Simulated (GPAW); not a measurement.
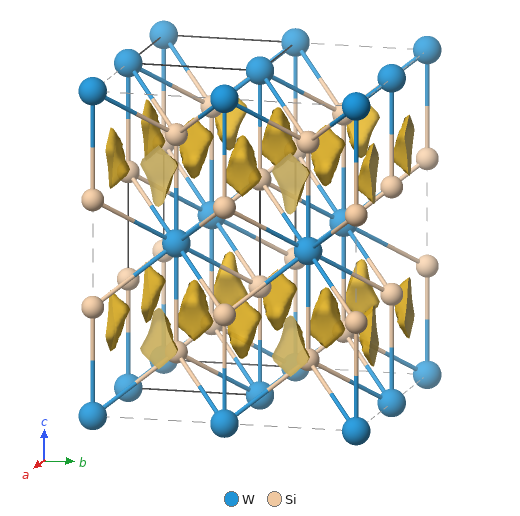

The yellow surface encloses the points that the centre of a probe sphere of radius 0.35 Å can occupy in Si$_{2}$W in space group I4/mmm, computed on a grid of about 0.13 Å (2×2×1 cells shown, view slightly off an axis; pale faces close the region where the box cuts it).

The atoms' radii are covalent radii (Cordero): W 1.62 Å, Si 1.11 Å.

Origin of the cell: an entry of the Crystallography Open Database, as set up for an electronic-structure calculation.

```cif
data_structure
_symmetry_space_group_name_H-M 'I4/mmm'
_symmetry_Int_Tables_number 139
_cell_length_a 3.2138
_cell_length_b 3.2138
_cell_length_c 7.8299
_cell_angle_alpha 90.000
_cell_angle_beta 90.000
_cell_angle_gamma 90.000
_cell_volume 80.87
loop_
_atom_site_label
_atom_site_type_symbol
_atom_site_symmetry_multiplicity
_atom_site_Wyckoff_symbol
_atom_site_fract_x
_atom_site_fract_y
_atom_site_fract_z
_atom_site_occupancy
W1 W 2 a 0.00000 0.00000 0.00000 1
Si1 Si 4 e 0.50000 0.50000 0.16530 1
```

Describe the connectivity of the accessible space.

Answer. They are isolated pockets that do not connect across cells.

What share of the cell can the probe's centre reach?

Answer. About 2.2 % of the volume (1.8 Å³ of 80.9 Å³).

Give the largest included and the largest free sphere.

Answer. The largest sphere that fits anywhere has a diameter of 1.26 Å; the largest that can travel through the crystal, about 0.5 Å.

How does the connectivity change as the probe shrinks?

Answer. Below a radius of about 0.26 Å the space forms a two-dimensional network in layers parallel to (001). Below a radius of about 0.17 Å the space forms a three-dimensional network. These are grid estimates, good to about 0.05 Å.
